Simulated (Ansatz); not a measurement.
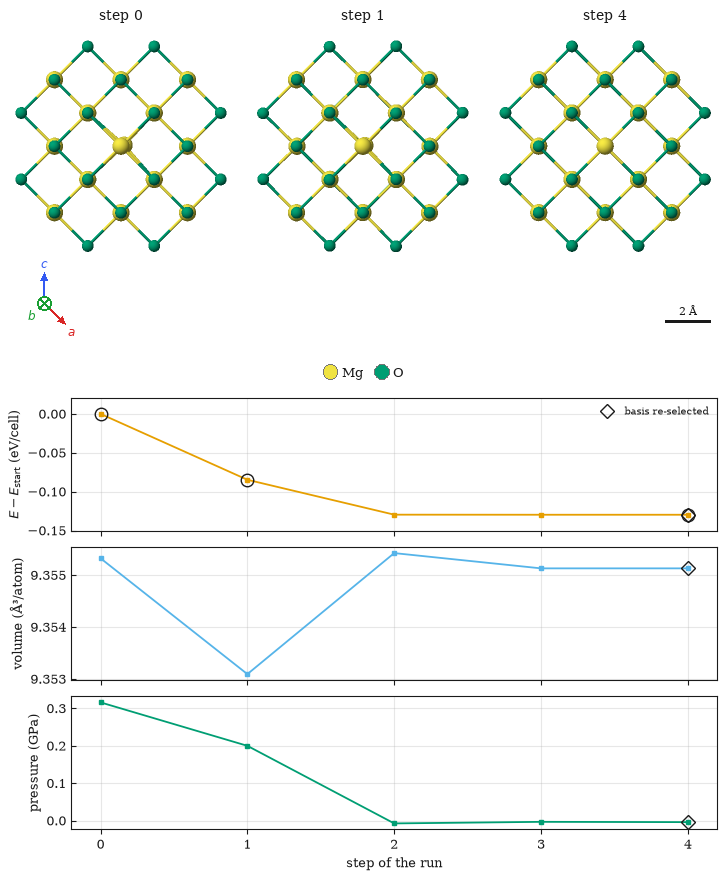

Frames of a relaxation of a crystal of MgO (set up in P1), marked on the history of the run. The picture is a ball-and-stick view of the atoms within 5.0 Å of the atom that moves most (axes of the larger cell on standard axes (2 times the calculation's cell)), seen along the b axis.

The calculation used DFT PBEsol, scalar-relativistic, plane waves, PAW (Ansatz 0.2.0). Set-up: plane-wave cutoff 420 eV; k-point mesh 6 × 6 × 6; occupations gaussian; smearing width 0.05 eV; no spin polarisation; cell and atoms relaxed; force threshold 0.01 eV/Å; at most 80 steps.

What happens along the run?

Answer. The energy falls by 0.130 eV per cell of the calculation in 3 accepted moves (4 points after the start). The largest force component goes from 1.6 to 0.00023 eV/Å. Pressure: 0.32 GPa at the start and 0.00 GPa at the end. At 1 point the geometry stayed and the basis and grid were re-selected for the new cell (energy shift of less than 0.05 meV per cell of the calculation at most each time). A Mg atom moves most: 0.14 Å roughly along [−2 0 −3]. By element the largest moves are Mg 0.14 Å, O 0.01 Å. The cell stays as it was. Some distances before and after: Mg–O 2.242 → 2.107 Å, Mg–O 1.975 → 2.107 Å, Mg–O 2.176 → 2.107 Å, Mg–O 2.047 → 2.107 Å. Among the angles between lasting bonds that change: O–Mg–O 171.9° → 180.0°, O–Mg–O 172.7° → 180.0°, O–Mg–O 95.6° → 90.0°. Within 0.06 Å the space group is Cm at the start and Fm-3m at the end; at a tighter tolerance small leftover displacements or strains of the cell lower it. From step 0 to 1: a Mg atom moves most (0.06 Å), energy −84.7 meV per cell of the calculation. From step 1 to 4: a Mg atom moves most (0.08 Å), energy −45.0 meV per cell of the calculation.

| step | E − E(0), meV/atom | largest force component, eV/Å | pressure, GPa | volume, Å³/atom | note |
| --- | --- | --- | --- | --- | --- |
| 0 | 0.00 | 1.5881 | 0.32 | 9.355 |  |
| 1 | -5.29 | 0.8084 | 0.20 | 9.353 |  |
| 2 | -8.10 | 0.0132 | -0.01 | 9.355 |  |
| 3 | -8.11 | 0.0002 | 0.00 | 9.355 |  |
| 4 | -8.11 | 0.0002 | 0.00 | 9.355 | same geometry, new basis |
